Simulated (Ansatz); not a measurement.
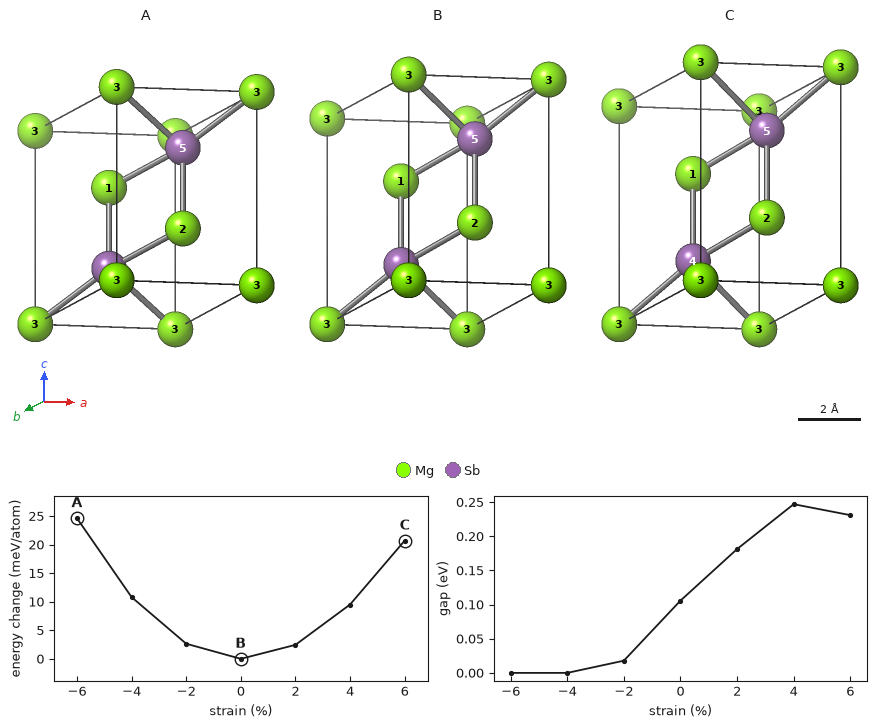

Members of a series of calculations on crystalline Mg₃Sb₂ (set up in P-3m1), marked on the first curve. Style: ball-and-stick. Shown: the cell of the calculation, from a free direction.

Computed with DFT PBE, scalar-relativistic, plane waves, PAW (Ansatz). (plane-wave cutoff 420 eV; k-point mesh 12 × 12 × 6; occupations gaussian; smearing width 0.01 eV; no spin polarisation)

Q: Describe the series.

A: Strain along c alone, the other axes held, atoms relaxed. A (strain −6.0 %): energy change 24.6 meV/atom, volume 24.99 Å³ per atom, gap 0.00 eV. B (strain 0.0 %): energy change 0.0 meV/atom, volume 26.59 Å³ per atom, gap 0.11 eV. C (strain 6.0 %): energy change 20.7 meV/atom, volume 28.18 Å³ per atom, gap 0.23 eV. The rest compares A with C. The volume changes by +12.8 %, with a = b unchanged at 4.594 Å, c 6.838 → 7.711 Å (+12.8 %). Among the bonded contacts that change: Mg–Sb 2.857 → 3.080 Å, Mg–Sb 3.053 → 3.192 Å, Mg–Sb 2.819 → 2.863 Å.
